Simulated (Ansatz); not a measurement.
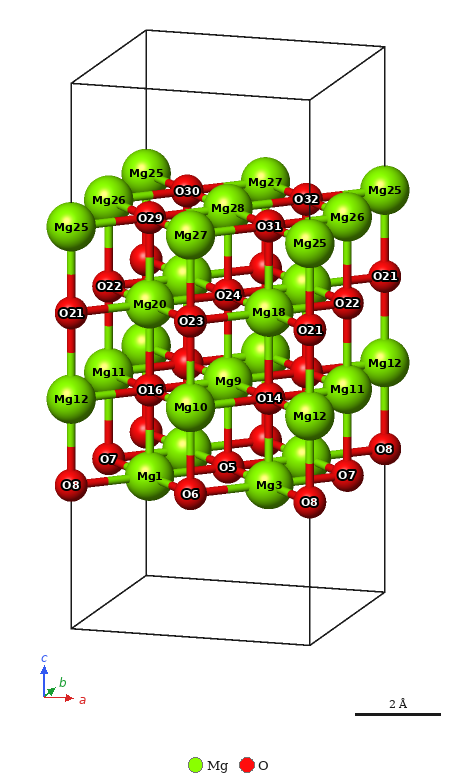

**Figure 1.** The starting structure (ball-and-stick view of the cell of the calculation, with the vacuum cut short, seen slightly off an axis; atoms are numbered from 1 in the order of the input). An atom can appear more than once, as a periodic image.

# Geometry relaxation of MgO (part 1 of 3)

MgO (slab, 32 atoms in the cell), computed with DFT PBE+D3(BJ), scalar-relativistic, plane waves, PAW, no spin polarisation (Ansatz 0.2.0).

The structure derives from an entry of the Crystallography Open Database. The input holds or restrains some coordinates. Forces given for the steps count only the free coordinates. It belongs to a series of runs on one base structure; here: clean slab, lower planes held. Figures and captions count atoms from 1; the log counts them from 0 in places.

**Input**
```yaml
crystal:
  lattice:
    - [5.9506164682, 0.0, 0.0]
    - [0.0, 5.9506164682, 0.0]
    - [0.0, 0.0, 22.3115818854]
  atoms:
    - { symbol: Mg, position: [0.25, 0.25, 0.3585581713] }
    - { symbol: Mg, position: [0.25, 0.75, 0.3585581713] }
    - { symbol: Mg, position: [0.75, 0.25, 0.3585581713] }
    - { symbol: Mg, position: [0.75, 0.75, 0.3585581713] }
    - { symbol: O, position: [0.5, 0.5, 0.3585581713] }
    - { symbol: O, position: [0.5, 0.0, 0.3585581713] }
    - { symbol: O, position: [0.0, 0.5, 0.3585581713] }
    - { symbol: O, position: [0.0, 0.0, 0.3585581713] }
    - { symbol: Mg, position: [0.5, 0.5, 0.4528527238] }
    - { symbol: Mg, position: [0.5, 0.0, 0.4528527238] }
    - { symbol: Mg, position: [0.0, 0.5, 0.4528527238] }
    - { symbol: Mg, position: [0.0, 0.0, 0.4528527238] }
    - { symbol: O, position: [0.75, 0.75, 0.4528527238] }
    - { symbol: O, position: [0.75, 0.25, 0.4528527238] }
    - { symbol: O, position: [0.25, 0.75, 0.4528527238] }
    - { symbol: O, position: [0.25, 0.25, 0.4528527238] }
    - { symbol: Mg, position: [0.75, 0.75, 0.5471472762] }
    - { symbol: Mg, position: [0.75, 0.25, 0.5471472762] }
    - { symbol: Mg, position: [0.25, 0.75, 0.5471472762] }
    - { symbol: Mg, position: [0.25, 0.25, 0.5471472762] }
    - { symbol: O, position: [0.0, 0.0, 0.5471472762] }
    - { symbol: O, position: [0.0, 0.5, 0.5471472762] }
    - { symbol: O, position: [0.5, 0.0, 0.5471472762] }
    - { symbol: O, position: [0.5, 0.5, 0.5471472762] }
    - { symbol: Mg, position: [0.0, 0.0, 0.6414418287] }
    - { symbol: Mg, position: [0.0, 0.5, 0.6414418287] }
    - { symbol: Mg, position: [0.5, 0.0, 0.6414418287] }
    - { symbol: Mg, position: [0.5, 0.5, 0.6414418287] }
    - { symbol: O, position: [0.25, 0.25, 0.6414418287] }
    - { symbol: O, position: [0.25, 0.75, 0.6414418287] }
    - { symbol: O, position: [0.75, 0.25, 0.6414418287] }
    - { symbol: O, position: [0.75, 0.75, 0.6414418287] }
basis:
  ecutwfc: 420
kpoints:
  mp_grid: { grid: [3, 3, 1] }
hamiltonian:
  xc: pbe
  dispersion: d3bj
scf:
  occupations: { method: gaussian, width: 0.05 }
output:
  forces: true
  eigenvalues: true
  write_density: true
  write_potential: true
  elf: true
  volumetric_format: npy
relax:
  adjacent_minimum: "off"
  f_tol: 0.03
  max_steps: 70
  constraints: [{ sites: [0, 1, 2, 3, 4, 5, 6, 7, 8, 9, 10, 11, 12, 13, 14, 15] }]
efield:
  axis: 3
  dipole_correction: true
  ramp_width: 0.04
```

Run as:
```bash
ansatz run input.yaml --threads 4 --pin off --max-ram 10240MiB --backend cpu --events-out ev --progress --plain --runs-dir out
```

**The program's output**
```
Engine: ansatz 0.2.0, x86_64-unknown-linux-gnu
Pseudopotentials: kind: paw
Pseudopotential: Mg, paw, valence charge 10, recommended cutoff 420 eV (normal), Mg.paw.azcp
Pseudopotential: O, paw, valence charge 6, recommended cutoff 420 eV (normal), O.paw.azcp
Functional definition: PBE
  parameter kappa = 0.804
  parameter beta = 0.06672455060314922
  exchange = pbe_x(kappa = kappa, mu = beta*pi^2/3)
  correlation = pbe_c(beta = beta)
Crystal: 32 atoms, lattice volume = 790.049 Å³
Basis set: ecut = 420 eV, 15371 PW (Γ), exchange–correlation on 80×80×300 points (8 copies of the dense FFT grid, shifted against one another)
Bands: 160, of which v1, the nominal top of the filled ones, is band 128 counted from 1 (127 counted from 0)
Symmetry: 32 space group operations
k-points: 3 of 9
Non-local potential: Mg, projectors of the file, l = 0: 3, l = 1: 2, l = 2: 1
Non-local potential: O, projectors of the file, l = 0: 2, l = 1: 2, l = 2: 1
PAW form: soft (Blöchl's): semilocal exchange-correlation on the pseudo side does not see the compensation charge
PAW one-centre angular grid: Mg, 110 points (default); XC on 64 Gauss nodes
PAW one-centre angular grid: O, 110 points (default); XC on 64 Gauss nodes
Initial density: superposition of atomic densities (neutral atoms: chi_scale 0, normalization atom), corrected by the library's trained network
Initial wavefunctions: pseudopotential atomic-orbital guess
Functional: x = pbe(κ = 0.804, μ = 0.2195149727645171), c = pbe(β = 0.06672455060314922)
SCF iter   1: F=—  HF=-39909.373415 eV  |F-HF|=—  |Δ(HF+E_count)|=         —  Δρ=1.09e-3  dr2=2.27e-2  ethr=1.77e-3  p=0.000 e·Å  D=1.41e-13 V/Å  ΔV_dip=-0.00 eV  dr2_dipole=5.39e-8  V_vac-E_F(+/−)=3.44/3.44 eV  ⟨swp⟩=8.0  Hψ=2231  notcnv=0  defer=30
efield: sawtooth ramp at fractional position 0.9800 (placed from the atoms, in the widest stretch of the axis that holds none; the zero of the levels goes with the place), width 0.0400; the density the first Hamiltonian is built on has a dipole p = 0.000 e·Å; the dipole correction subtracts the counter field D = 1.41e-13 V/Å, which shifts the + side's vacuum level by -0.00 eV against the − side's; the planar-averaged density in the ramp window peaks in size at 3.6e-5 e/Å³
preconditioner: auto → Resta (q_TF=auto, 2.261 Å⁻¹)  ε∞=2.3  [insulator: Δε(μ)=3.446 eV  Ē_g=13.177 eV  σ=0.050 eV  W_gap=1.00  n_scr=148 (ndim 8)  ℏωp=14.9 eV  f_vac=0.579  D(μ)=0.00/eV (n_scr^D=0)  ε∞_Penn≈2.3  vacuum switching on, ρ_ref=1.3e-2 e/Å³]
SCF iter   2: F=—  HF=-39909.367063 eV  |F-HF|=—  |Δ(HF+E_count)|=   6.35e-3  Δρ=6.69e-4  dr2=3.95e-3  ethr=8.87e-6  p=-0.000 e·Å  D=-3.52e-5 V/Å  ΔV_dip=0.00 eV  dr2_dipole=2.99e-8  V_vac-E_F(+/−)=3.30/3.30 eV  ⟨swp⟩=3.0  Hψ=754  notcnv=0  defer=79
SCF iter   3: F=—  HF=-39909.368753 eV  |F-HF|=—  |Δ(HF+E_count)|=   1.69e-3  Δρ=4.43e-4  dr2=1.34e-3  ethr=1.54e-6  p=0.000 e·Å  D=5.87e-6 V/Å  ΔV_dip=-0.00 eV  dr2_dipole=1.24e-9  V_vac-E_F(+/−)=3.22/3.22 eV  ⟨swp⟩=2.0  Hψ=604  notcnv=0  defer=79
SCF iter   4: F=—  HF=-39909.368667 eV  |F-HF|=—  |Δ(HF+E_count)|=   8.61e-5  Δρ=1.23e-4  dr2=9.04e-5  ethr=5.22e-7  p=0.000 e·Å  D=6.27e-6 V/Å  ΔV_dip=-0.00 eV  dr2_dipole=8.21e-10  V_vac-E_F(+/−)=3.20/3.20 eV  ⟨swp⟩=2.0  Hψ=675  notcnv=0  defer=79
iter 5 did not close the SCF: its close was put off for the readings that it lacked (scf_convergence_deferred on its scf_iter line)
SCF iter   5: F=-39909.368707 eV  HF=-39909.368705 eV  |F-HF|=2.18e-6  |Δ(HF+E_count)|=   3.76e-5  Δρ=1.83e-5  dr2=2.88e-6  ethr=3.53e-8  p=-0.000 e·Å  D=-6.52e-6 V/Å  ΔV_dip=0.00 eV  dr2_dipole=1.04e-9  V_vac-E_F(+/−)=3.18/3.18 eV  ⟨swp⟩=2.0  Hψ=586  notcnv=0  defer=79
SCF iter   6: F=-39909.368707 eV  HF=-39909.368707 eV  |F-HF|=4.47e-7  |Δ(HF+E_count)|=   2.08e-6  Δρ=5.90e-6  dr2=2.49e-7  ethr=1.13e-9  p=0.000 e·Å  D=3.44e-6 V/Å  ΔV_dip=-0.00 eV  dr2_dipole=2.72e-10  V_vac-E_F(+/−)=3.18/3.18 eV  ⟨swp⟩=24.0  Hψ=4722  notcnv=0
the search or the solves at the SCF's close seem to have found levels that the self-consistency loop had missed (the run counts 1). By its estimate they hold under 1e-12 electrons; where the run keeps them, the occupations were computed again with them
SCF 1 converged in 6 iterations: F = -39909.368707 eV  dr2 = 2.49e-7
  greatest PAW one-centre occupation: 1.000 electrons in one spin orbital (limit 2), on the Mg atom at site 19 (counted from 0), in its partial waves of l = 0
relax step   1: F+E_penalty+E_count = -39909.36870748 eV  Δ(F+E_penalty+E_count) = +0.000e0 eV  max|allowed force component| = 5.342e-1 eV/Å  Δτ_max = 0.0000 Å  (6 SCF iters, dr2 threshold 2.25e-5 eV, accepted)
Initial density: handed on by an earlier stage of this run
Initial wavefunctions: those handed on with the density
iter 1 solved again at ethr=1.86e-5 eV; its pass at ethr=3.10e-3 eV (dr2=4.77e-2 eV) is discarded
SCF iter   1: F=—  HF=-39909.433010 eV  |F-HF|=—  |Δ(HF+E_count)|=         —  Δρ=1.19e-3  dr2=4.92e-2  ethr=1.86e-5  p=0.000 e·Å  D=3.50e-6 V/Å  ΔV_dip=-0.00 eV  dr2_dipole=4.02e-3  V_vac-E_F(+/−)=3.17/3.17 eV  ⟨swp⟩=2.0  Hψ=1229  notcnv=0  defer=78
efield: sawtooth ramp at fractional position 0.9800 (handed on by an earlier solve), width 0.0400; the density the first Hamiltonian is built on has a dipole p = 0.000 e·Å; the dipole correction subtracts the counter field D = 3.50e-6 V/Å, which shifts the + side's vacuum level by -0.00 eV against the − side's; the planar-averaged density in the ramp window peaks in size at 9.8e-6 e/Å³
preconditioner: auto → Resta (q_TF=auto, 2.261 Å⁻¹)  ε∞=2.3  [insulator: Δε(μ)=3.365 eV  Ē_g=13.163 eV  σ=0.050 eV  W_gap=1.00  n_scr=148 (ndim 8)  ℏωp=14.9 eV  f_vac=0.581  D(μ)=0.00/eV (n_scr^D=0)  ε∞_Penn≈2.3  vacuum switching on, ρ_ref=1.3e-2 e/Å³]
SCF iter   2: F=—  HF=-39909.417090 eV  |F-HF|=—  |Δ(HF+E_count)|=   1.59e-2  Δρ=4.29e-4  dr2=4.31e-3  ethr=1.86e-5  p=-0.045 e·Å  D=-1.02e-2 V/Å  ΔV_dip=0.23 eV  dr2_dipole=2.40e-4  V_vac-E_F(+/−)=3.38/3.15 eV  ⟨swp⟩=2.0  Hψ=552  notcnv=0  defer=78
SCF iter   3: F=—  HF=-39909.416319 eV  |F-HF|=—  |Δ(HF+E_count)|=   7.71e-4  Δρ=1.89e-4  dr2=2.44e-4  ethr=1.68e-6  p=-0.059 e·Å  D=-1.36e-2 V/Å  ΔV_dip=0.30 eV  dr2_dipole=2.19e-7  V_vac-E_F(+/−)=3.45/3.15 eV  ⟨swp⟩=3.0  Hψ=645  notcnv=0  defer=77
SCF iter   4: F=—  HF=-39909.416262 eV  |F-HF|=—  |Δ(HF+E_count)|=   5.67e-5  Δρ=6.66e-5  dr2=2.48e-5  ethr=9.51e-8  p=-0.060 e·Å  D=-1.38e-2 V/Å  ΔV_dip=0.31 eV  dr2_dipole=6.35e-9  V_vac-E_F(+/−)=3.46/3.15 eV  ⟨swp⟩=3.0  Hψ=673  notcnv=0  defer=77
SCF iter   5: F=-39909.416266 eV  HF=-39909.416267 eV  |F-HF|=5.23e-7  |Δ(HF+E_count)|=   4.79e-6  Δρ=1.76e-5  dr2=2.08e-6  ethr=6.97e-9  p=-0.060 e·Å  D=-1.38e-2 V/Å  ΔV_dip=0.31 eV  dr2_dipole=3.51e-10  V_vac-E_F(+/−)=3.46/3.15 eV  ⟨swp⟩=25.0  Hψ=5230  notcnv=0
the search or the solves at the SCF's close seem to have found levels that the self-consistency loop had missed (the run counts 1). By its estimate they hold under 1e-12 electrons; where the run keeps them, the occupations were computed again with them
SCF 2 converged in 5 iterations: F = -39909.416266 eV  dr2 = 2.08e-6
  greatest PAW one-centre occupation: 1.000 electrons in one spin orbital (limit 2), on the Mg atom at site 11 (counted from 0), in its partial waves of l = 0
relax step   2: F+E_penalty+E_count = -39909.41626612 eV  Δ(F+E_penalty+E_count) = -4.756e-2 eV  max|allowed force component| = 1.202e-1 eV/Å  Δτ_max = 0.0287 Å  (5 SCF iters, dr2 threshold 1.78e-5 eV, accepted)
SCF iter   1: F=—  HF=-39909.421921 eV  |F-HF|=—  |Δ(HF+E_count)|=         —  Δρ=5.31e-4  dr2=7.18e-3  ethr=2.91e-5  p=-0.060 e·Å  D=-1.38e-2 V/Å  ΔV_dip=0.31 eV  dr2_dipole=1.14e-3  V_vac-E_F(+/−)=3.46/3.15 eV  ⟨swp⟩=2.0  Hψ=727  notcnv=0  defer=69
efield: sawtooth ramp at fractional position 0.9800 (handed on by an earlier solve), width 0.0400; the density the first Hamiltonian is built on has a dipole p = -0.060 e·Å; the dipole correction subtracts the counter field D = -1.38e-2 V/Å, which shifts the + side's vacuum level by +0.31 eV against the − side's; the planar-averaged density in the ramp window peaks in size at 9.5e-6 e/Å³
preconditioner: auto → Resta (q_TF=auto, 2.261 Å⁻¹)  ε∞=2.3  [insulator: Δε(μ)=3.405 eV  Ē_g=13.237 eV  σ=0.050 eV  W_gap=1.00  n_scr=148 (ndim 8)  ℏωp=14.9 eV  f_vac=0.580  D(μ)=0.00/eV (n_scr^D=0)  ε∞_Penn≈2.3  vacuum switching on, ρ_ref=1.3e-2 e/Å³]
SCF iter   2: F=—  HF=-39909.419495 eV  |F-HF|=—  |Δ(HF+E_count)|=   2.43e-3  Δρ=1.79e-4  dr2=5.58e-4  ethr=2.80e-6  p=-0.083 e·Å  D=-1.90e-2 V/Å  ΔV_dip=0.42 eV  dr2_dipole=5.03e-5  V_vac-E_F(+/−)=3.56/3.13 eV  ⟨swp⟩=2.0  Hψ=676  notcnv=0  defer=69
SCF iter   3: F=—  HF=-39909.420053 eV  |F-HF|=—  |Δ(HF+E_count)|=   5.57e-4  Δρ=6.02e-5  dr2=2.21e-5  ethr=2.18e-7  p=-0.089 e·Å  D=-2.03e-2 V/Å  ΔV_dip=0.45 eV  dr2_dipole=3.32e-7  V_vac-E_F(+/−)=3.58/3.12 eV  ⟨swp⟩=2.0  Hψ=576  notcnv=0  defer=69
SCF iter   4: F=—  HF=-39909.420048 eV  |F-HF|=—  |Δ(HF+E_count)|=   4.57e-6  Δρ=2.11e-5  dr2=3.67e-6  ethr=8.64e-9  p=-0.088 e·Å  D=-2.02e-2 V/Å  ΔV_dip=0.45 eV  dr2_dipole=7.54e-8  V_vac-E_F(+/−)=3.58/3.13 eV  ⟨swp⟩=3.0  Hψ=704  notcnv=0  defer=69
SCF iter   5: F=-39909.420049 eV  HF=-39909.420049 eV  |F-HF|=4.82e-8  |Δ(HF+E_count)|=   3.91e-7  Δρ=6.28e-6  dr2=2.70e-7  ethr=3.53e-10  p=-0.088 e·Å  D=-2.01e-2 V/Å  ΔV_dip=0.45 eV  dr2_dipole=3.16e-8  V_vac-E_F(+/−)=3.57/3.13 eV  ⟨swp⟩=25.7  Hψ=4561  notcnv=0
SCF 3 converged in 5 iterations: F = -39909.420049 eV  dr2 = 2.70e-7
  Residual-converged pass: ⟨swp⟩=1.0  Hψ=492  notcnv=0  max |occ|·‖R‖ = 6.9e-9 eV (tolerance 1.0e-8 eV)  dr2=2.70e-7  dr2_onsite=1.43e-8  max |Δocc| = 0.0e0
relax step   3: F+E_penalty+E_count = -39909.42004856 eV  Δ(F+E_penalty+E_count) = -3.782e-3 eV  max|allowed force component| = 3.150e-2 eV/Å  Δτ_max = 0.0115 Å  (5 SCF iters, dr2 threshold 9.03e-7 eV, accepted)
```
